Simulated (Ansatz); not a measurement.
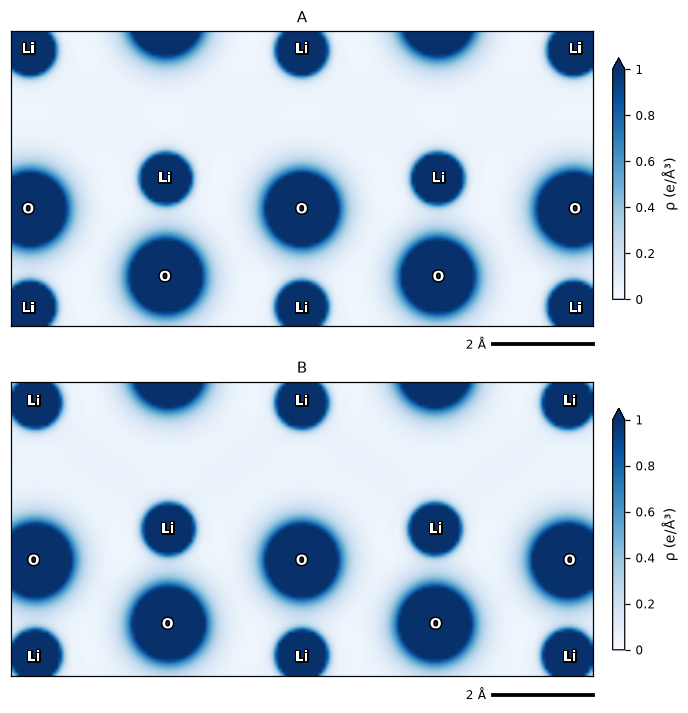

LiNbO3. The valence pseudo-density of two cells that differ in size, on the (101) plane of each (indices in the axes of the calculation cell), at one length scale and on one colour scale; one has 10.3 and the other 10.9 Å³ an atom.

All numbers below come from DFT PBE, scalar-relativistic, plane waves, PAW in Ansatz.

Which is the denser cell? Describe the effect of the change.

Panel B is the smaller cell, by 5 % in volume. From the larger cell to the smaller, Li–O goes from 1.99 to 1.92 Å, and the density at its midpoint from 0.34 to 0.39 e/Å³; the pressure goes from 0.0 to 10 GPa; the Kohn–Sham gap goes from 2.5 eV to 2.7 eV.
